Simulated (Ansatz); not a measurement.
# K: 6 runs along one coordinate

System: K (Fmmm, 1 atom in the cell).
Method: DFT PBE, scalar-relativistic, plane waves, PAW, no spin polarisation (Ansatz 0.2.0).

The 6 runs differ only in the geometry, by a strain of the cell at fixed fractional positions. Against run 4, the strain is εxx = −0.01 η, εxy = η and εyy = −0.01 η. The structure derives from an entry of the Crystallography Open Database.

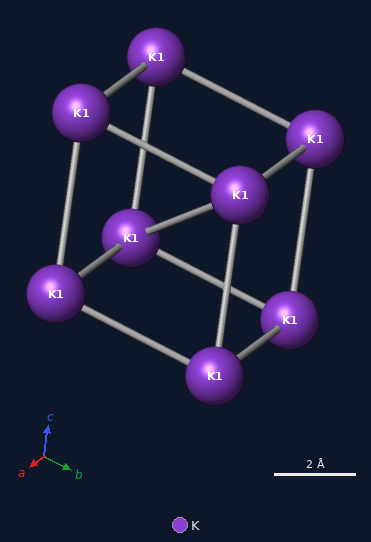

Figure 1. The structure of run 4 (ball-and-stick view of the cell of the calculation, seen slightly off an axis; atoms are numbered from 1 in the order of the input). An atom can appear more than once, as a periodic image.

### Input of run 4
```yaml
crystal:
  lattice:
    - [-2.585275, 2.585275, 2.618]
    - [2.585275, -2.585275, 2.618]
    - [2.650725, 2.650725, -2.618]
  atoms:
    - { symbol: K, position: [0.0, 0.0, 0.0] }
basis:
  ecutwfc: 420
kpoints:
  mp_grid: { grid: [14, 14, 14] }
hamiltonian:
  xc: pbe
scf:
  occupations: { method: gaussian, width: 0.15 }
output:
  forces: true
  stress: true
  eigenvalues: true
```

Command:
```bash
ansatz run input.yaml --threads 1 --pin off --max-ram 2560MiB --backend cpu --events-out ev --progress --plain --runs-dir out
```

Lattice vectors (Å) and fractional positions of run 4:
```
  -2.585275    2.585275    2.618000
   2.585275   -2.585275    2.618000
   2.650725    2.650725   -2.618000
K   0.000000  0.000000  0.000000
```

Run 5 differs from it as follows:
```diff
-    - [-2.585275, 2.585275, 2.618]
-    - [2.585275, -2.585275, 2.618]
-    - [2.650725, 2.650725, -2.618]
+    - [-2.57873, 2.57873, 2.618]
+    - [2.57873, -2.57873, 2.618]
+    - [2.65727, 2.65727, -2.618]
```

### Results, with one run withheld

```csv
run,strain parameter η (%),"free energy per atom, from the lowest run given (meV)",pressure (GPa)
1,−3.2505,1.01,0.11
2,−2.2504,0.24,0.10
3,−1.0002,0.00,0.10
4,0.0000,0.39,0.11
5,0.2500,?,?
6,0.5001,0.77,0.11
```

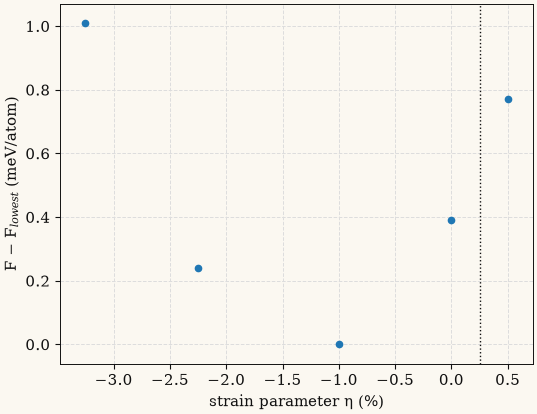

Figure 2. Free energy per atom of the runs given; the dotted line marks run 5.

Estimate the energy of run 5 from the others.

A cubic polynomial in the coordinate, fitted to the 5 runs given, misses them by under 0.01 meV per atom. With x = η + 1.2002, it reads F = −0.014126 + 0.028802 x + 0.25605 x² − 0.00082607 x³ (meV per atom). At run 5 it gives 0.56 meV per atom, and the run itself gives 0.56. The fit has its minimum at η = −1.2564 %.

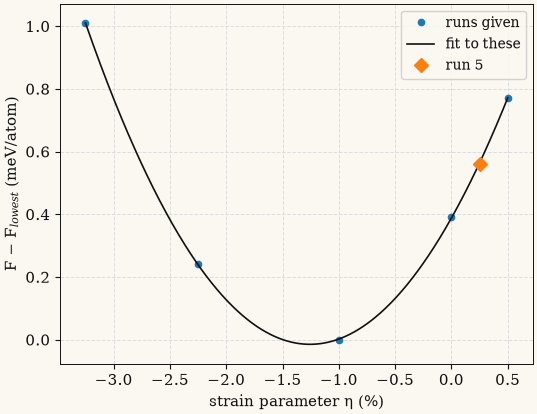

Figure 3. The fit and the withheld run.

### Output, shortened to warnings, some set-up lines, iterations and results (run 5)
```
Basis set: ecut = 420 eV, 1429 PW (Γ), exchange–correlation on 64×64×64 points (8 copies of the dense FFT grid, shifted against one another)
Symmetry: 8 space group operations
k-points: 428 of 2744
Initial density: superposition of atomic densities (neutral atoms: chi_scale 0, normalization atom), corrected by the library's trained network
[...]
SCF iter   1: F=—  HF=-1537.787368 eV  |F-HF|=—  |Δ(HF+E_count)|=         —  Δρ=2.95e-4  dr2=3.18e-5  ethr=1.77e-3  ⟨swp⟩=5.1  Hψ=27807  notcnv=0
SCF iter   2: F=—  HF=-1537.787159 eV  |F-HF|=—  |Δ(HF+E_count)|=   2.09e-4  Δρ=2.38e-4  dr2=3.97e-5  ethr=3.53e-7  ⟨swp⟩=2.3  Hψ=9614  notcnv=0
SCF iter   3: F=—  HF=-1537.787217 eV  |F-HF|=—  |Δ(HF+E_count)|=   5.82e-5  Δρ=8.30e-5  dr2=5.94e-6  ethr=3.53e-7  ⟨swp⟩=2.0  Hψ=5282  notcnv=0
SCF iter   4: F=—  HF=-1537.787233 eV  |F-HF|=—  |Δ(HF+E_count)|=   1.60e-5  Δρ=4.37e-5  dr2=1.02e-6  ethr=6.60e-8  ⟨swp⟩=2.0  Hψ=5342  notcnv=0
SCF iter   5: F=-1537.787233 eV  HF=-1537.787233 eV  |F-HF|=2.24e-8  |Δ(HF+E_count)|=   7.52e-8  Δρ=1.24e-5  dr2=9.81e-8  ethr=1.13e-8  ⟨swp⟩=2.5  Hψ=5602  notcnv=0
SCF iter   6: F=-1537.787233 eV  HF=-1537.787233 eV  |F-HF|=8.44e-10  |Δ(HF+E_count)|=  6.17e-10  Δρ=9.82e-7  dr2=9.27e-10  ethr=1.09e-9  ⟨swp⟩=2.6  Hψ=14635  notcnv=0
SCF 1 converged in 6 iterations: F = -1537.787233 eV  dr2 = 9.27e-10
SCF converged after 6 iterations
Free energy (F): -1537.787233 eV
Harris-Foulkes:  -1537.787233 eV  (|F-HF|=8.44e-10)
Internal energy: -1537.778638 eV  (E = F + TS)
E sigma→0 (E₀):  -1537.782936 eV
Entropy (-TS):   -0.008595 eV (-8.595 meV/atom)
Fermi energy:    1.863558 eV
--- Per-component energies (eV) ---
  E_band       = -141.851103
  E_kinetic    = 252.281080
  E_local      = -748.959738  (includes V_loc(G=0)·N_el)
  E_nonlocal   = 12.948899
  E_hartree    = 266.944713
  E_xc         = -133.808517
  E_vxc        = -163.106718  (∫ρ·V_xc dr)
  E_paw        = -781.854095  (= ΣΔE_a)
  E_vpaw       = -28.904331  (= ΣTr[D̂ρ^β])
  E_aug_tail   = -0.000003  (compensation charges beyond the density's cutoff)
  E_ewald      = -405.330977
  E_smearing   = -0.008595  (= −TS)
  E_closure    = 0.000000  (closes the sum)
  Σ components = -1537.787233   (vs F -1537.787233, Δ=0.00e0)
--- Forces (eV/Å), atoms counted from 1 ---
  atom   1  K     -0.00000000     0.00000000     0.00000000
  max |Σ_I F_I| component: 6.16e-33 eV/Å
--- Stress (GPa, compression-positive) ---
        0.103973      -0.084654       0.000000
       -0.084654       0.103973      -0.000000
        0.000000      -0.000000       0.109072
  P = ⅓ Tr σ = 0.1057 GPa (1.057 kbar)
```
